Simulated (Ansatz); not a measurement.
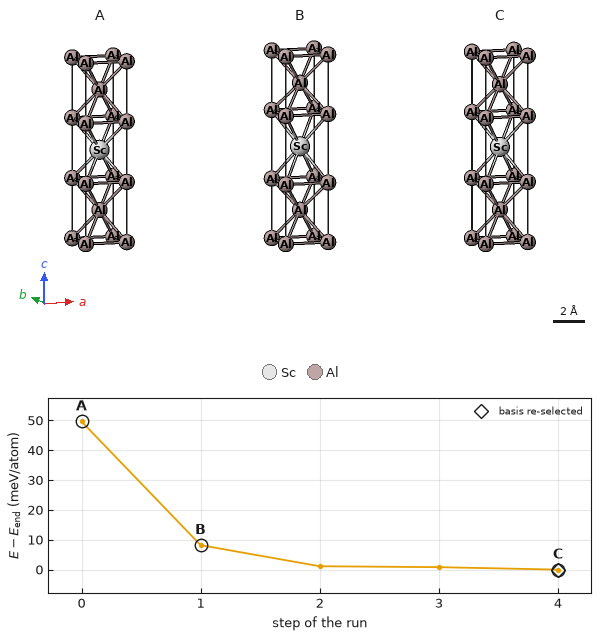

Frames of a relaxation of solid ScAl5 (a generated structure, set up in P4/mmm) (coarse preliminary run), marked on the history of the run. Style: ball-and-stick. Shown: the cell of the calculation, slightly off an axis.

Method: DFT PBE, scalar-relativistic, plane waves, PAW (Ansatz).

Input file:
```yaml
crystal:
  lattice:
    - [2.8338751, 0.0, 0.0]
    - [0.0, 2.8338751, 0.0]
    - [0.0, 0.0, 12.02311381]
  atoms:
    - { symbol: Sc, position: [0.5, 0.5, 0.5] }
    - { symbol: Al, position: [0.0, 0.0, 0.0] }
    - { symbol: Al, position: [0.5, 0.5, 0.16666667] }
    - { symbol: Al, position: [0.0, 0.0, 0.33333333] }
    - { symbol: Al, position: [0.0, 0.0, 0.66666667] }
    - { symbol: Al, position: [0.5, 0.5, 0.83333333] }
basis:
  ecutwfc: 420
kpoints:
  mp_grid: { grid: [6, 6, 2] }
hamiltonian:
  xc: pbe
scf:
  occupations: { method: gaussian, width: 0.1 }
  lower_state_search: "off"
output:
  forces: true
  stress: true
  eigenvalues: true
relax:
  adjacent_minimum: "off"
  f_tol: 0.04
  max_steps: 70
  cell: { stress_tol: 0.4 }
```

Command:
```bash
ansatz run input.yaml --threads 1 --pin off --max-ram 2560MiB --backend cpu --events-out ev --progress --plain --runs-dir out
```

**What happens along the run?**

After 3 accepted moves (4 points after the start) the energy has fallen by 49.7 meV per atom. The largest force component goes from 0.94 to 0.0046 eV/Å. The pressure goes from 8.21 to 0.12 GPa. The SCF was repeated once at an unchanged geometry on a basis and grid sized afresh for the cell, which shifted the energy by 0.8 meV per atom at most. The largest moves relative to the cell, 0.13 Å, are those of Al4 and Al5. Al4 goes along −c. Sc stays in place. Cell: a = b 2.834 → 2.906 Å (+2.5 %), c 12.023 → 12.391 Å (+3.1 %). Volume +8.4 %. Near-neighbour distances that change, for instance: Sc1–Al4 2.834 → 3.004 Å, Sc1–Sc1 2.834 → 2.906 Å, Al2–Al2 2.834 → 2.906 Å, Al2–Al3 2.834 → 2.888 Å. The space group stays P4/mmm (No. 123). From step 0 to 1: Al atoms move most (0.20 Å), volume +11.0 %, energy −41.5 meV per atom. From step 1 to 4: Al atoms move most (0.08 Å), volume −2.4 %, energy −8.2 meV per atom.

| step | E − E(0), meV/atom | largest force component, eV/Å | pressure, GPa | volume, Å³/atom | note |
| --- | --- | --- | --- | --- | --- |
| 0 | 0.00 | 0.9409 | 8.21 | 16.093 |  |
| 1 | -41.47 | 0.3826 | -1.73 | 17.862 |  |
| 2 | -48.54 | 0.0757 | -0.39 | 17.536 |  |
| 3 | -48.85 | 0.0047 | 0.06 | 17.440 |  |
| 4 | -49.68 | 0.0046 | 0.12 | 17.440 | same geometry, new basis |
